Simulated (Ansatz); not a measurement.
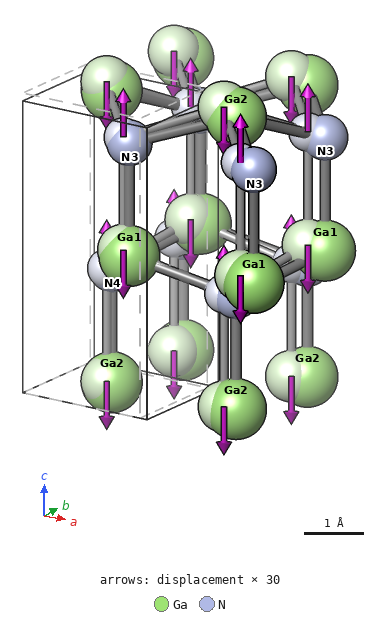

Solid GaN (set up in P6_3mc), drawn pale, and a changed version of it, drawn solid. The purple arrows show how the atoms are displaced (without the part that the change of the cell carries along), magnified 30 times. The picture is a ball-and-stick view of the cell of the calculation, repeated 2 × 2 × 1 with one cell outlined, seen slightly off an axis.

These are results of Ansatz 0.2.0, DFT PBE, scalar-relativistic, plane waves, PAW, not measurements. (plane-wave cutoff 420 eV; k-point mesh 12 × 12 × 6; occupations gaussian; smearing width 0.02 eV; no spin polarisation)

Describe the change and its computed effect.

Answer. Biaxial strain in the a–b plane, +6.0 %, is applied. The c axis and the atoms are relaxed. The energy rises by 91.3 meV per atom. The pressure goes from 0.0 to −12.3 GPa. The principal stresses (compression positive) are 0.0 GPa along c and −18.5 GPa across it. The gap on the k-mesh goes from 1.71 to 0.95 eV. The drawn cell changes as follows: a = b 3.218 → 3.411 Å (+6.0 %), c 5.243 → 5.105 Å (−2.6 %); the volume changes by +9.4 %. The largest moves relative to the cell, 0.029 Å, are those of Ga1, Ga2, N3 and N4. N4 goes along +c. By element the largest moves are N 0.029 Å, Ga 0.029 Å. Near-neighbour distances before and after: Ga–N 1.969 → 1.981 to 2.051 Å. The space group stays P6_3mc (No. 186).
